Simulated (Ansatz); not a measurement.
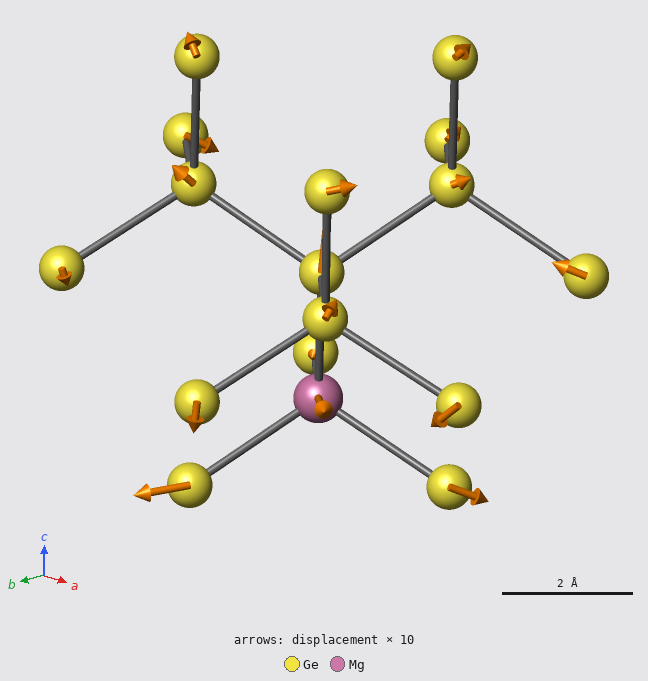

A relaxation of a defect cell of composition Ge₆₃Mg (cell charge −1). The starting structure is drawn; orange arrows show the displacements, 10 times their true length.

A ball-and-stick model of the atoms within 4.2 Å of the atom that moves most (axes of the cell of the calculation (origin shifted)), seen from a free direction.

The atoms of the start lie slightly off their symmetric places, so part of the fall in energy undoes that.

The calculation used DFT, PBEsol, PAW, plane waves in Ansatz 0.2.0. (plane-wave cutoff 420 eV; k-point mesh 1 × 1 × 1; mesh shifted by (0.25, 0.25, 0.25); collinear spin; atoms relaxed in a fixed cell; force threshold 0.03 eV/Å; at most 80 steps)

What happened in the run?

After 3 geometry steps the energy has fallen by 0.616 eV per cell of the calculation. Largest force component: 0.79 eV/Å at the start, 0.024 eV/Å at the end. The atom that moves furthest is a Ge atom (0.15 Å roughly along [−1 −1 2]). Largest moves by element: Ge 0.15 Å, Mg 0.13 Å. The cell doesn't change. Among the contacts that change: Ge–Mg 2.404 → 2.516 Å, Ge–Mg 2.467 → 2.552 Å, Ge–Ge 2.541 → 2.466 Å, Ge–Ge 2.405 → 2.467 Å. Among the angles between lasting bonds that change: Ge–Ge–Mg 110.9° → 104.4°, Ge–Ge–Ge 108.4° → 113.1°, Ge–Mg–Ge 108.2° → 111.9°.

Limits of the set-up: the cell is charged, on a uniform background, and energies carry no finite-size correction.
